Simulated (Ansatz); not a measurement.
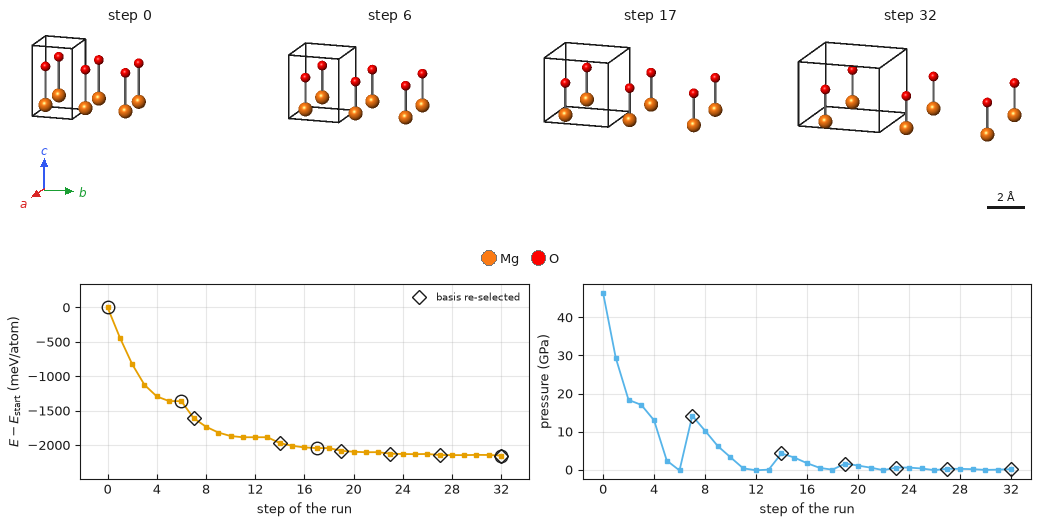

Frames of a relaxation of a crystal of MgO (a generated structure, set up in P4mm) (coarse preliminary run), marked on the history of the run. A ball-and-stick model of the cell of the calculation, repeated 2 × 3 × 1 with one cell outlined, seen slightly off an axis.

Computed with Ansatz 0.2.0, DFT PBE, scalar-relativistic, plane waves, PAW.

Input file:
```yaml
crystal:
  lattice:
    - [2.29809323, 0.0, 0.0]
    - [0.0, 2.29809323, 0.0]
    - [0.0, 0.0, 3.9678927]
  atoms:
    - { symbol: Mg, position: [0.5, 0.5, 0.24806685] }
    - { symbol: O, position: [0.5, 0.5, 0.79361551], spin: 1.0 }
basis:
  ecutwfc: 420
kpoints:
  mp_grid: { grid: [8, 8, 4] }
hamiltonian:
  xc: pbe
scf:
  occupations: { method: gaussian, width: 0.1 }
  lower_state_search: "off"
output:
  forces: true
  stress: true
  eigenvalues: true
  populations: true
magnetization:
  spin_polarized: true
relax:
  adjacent_minimum: "off"
  f_tol: 0.04
  max_steps: 70
  cell: { stress_tol: 0.4 }
```

Launched with:
```bash
ansatz run input.yaml --threads 1 --pin off --max-ram 2048MiB --backend cpu --events-out ev --progress --plain --runs-dir out
```

### What happens along the run?

The largest moves relative to the cell, 0.082 Å, are those of Mg1 and O2. Mg1 goes along +c. By element the largest moves are Mg 0.082 Å, O 0.082 Å. Cell: a = b 2.298 → 4.657 Å (+102.6 %), c 3.968 → 3.603 Å (−9.2 %). Volume +272.9 %. Near-neighbour distances that change, for instance: Mg1–Mg1 2.298 → 4.657 Å, Mg1–O2 2.165 → 1.802 Å. The space group (tolerance 0.01 Å) goes from P4mm (No. 99) to P4/mmm (No. 123). After 26 accepted moves (32 points after the start) the energy has fallen by 2152 meV per atom. The largest force component goes from 2.4 to under 0.0001 eV/Å. The pressure goes from 46.50 to 0.15 GPa. The SCF was repeated 6 times at an unchanged geometry on a basis and grid sized afresh for the cell, which shifted the energy by 247 meV per atom at most. The program noted that the starting moments weren't kept. From step 0 to 6: Mg and O atoms move most (0.08 Å), volume +41.2 %, energy −1361 meV per atom. From step 6 to 17: volume +65.3 %, energy −682 meV per atom. From step 17 to 32: volume +59.8 %, energy −109 meV per atom.
